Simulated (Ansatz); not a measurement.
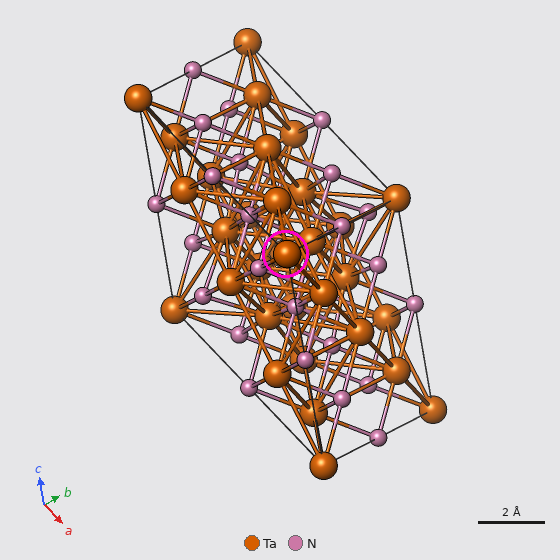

We look at a ball-and-stick model of the crystal slightly off an axis. One supercell is framed, with atoms on its boundary repeated. The host is TaN, in a cell of 32 sites, and the cell is neutral. A ring marks the defect's site.

**Spot the defect.**

A nitrogen vacancy. Around the empty site lie six Ta at about 2.0 Å.

The atoms were relaxed in the host's cell with DFT PBE, scalar-relativistic, plane waves, PAW (Ansatz).
